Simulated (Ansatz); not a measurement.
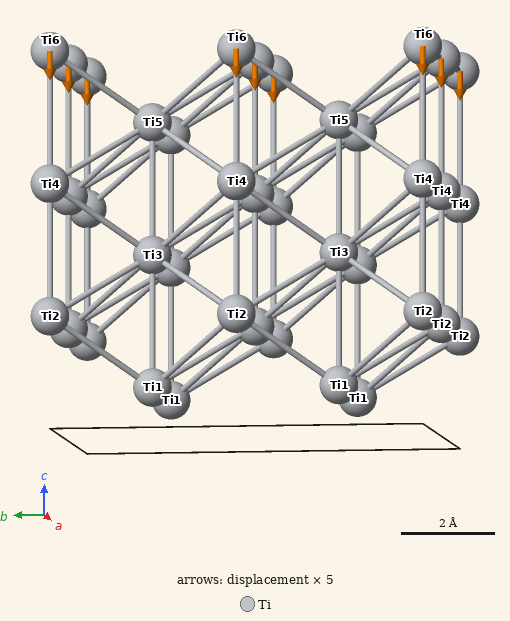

A constrained relaxation of a slab of composition Ti (cut from the Fm-3m phase). The starting structure is drawn; orange arrows show the displacements, 5 times their true length.

Style: ball-and-stick. Shown: the 2 × 2 repeat of the cell, outlined in the plane, without the vacuum, from a free direction.

Case: clean slab, lower half held. The slab is the (1 1 0) face of Ti. 3 atoms are held fixed.

Computed with Ansatz, DFT PBEsol, scalar-relativistic, plane waves, PAW. Settings: plane-wave cutoff 420 eV; k-point mesh 10 × 7 × 1; occupations gaussian; smearing width 0.1 eV; no spin polarisation; dipole correction; atoms relaxed in a fixed cell; force threshold 0.03 eV/Å; at most 70 steps.

What did the optimiser do to the structure, and how much energy did it gain?

The atom that moves furthest is Ti6 (0.13 Å along the normal (−c)). The cell doesn't change. Near-neighbour distances that change, for instance: Ti4–Ti6 2.868 → 2.734 Å, Ti5–Ti6 2.868 → 2.812 Å, Ti3–Ti5 2.868 → 2.856 Å. Over 3 geometry steps the energy falls by 44.1 meV per cell of the calculation. Largest force component: 0.65 eV/Å at the start, 0.021 eV/Å at the end. Cost: 81 s on 2 threads of Intel(R) Xeon(R) Platinum 8259CL CPU @ 2.50GHz (Skylake/Cascade Lake), with other jobs on the host, peak memory 0.66 GiB.
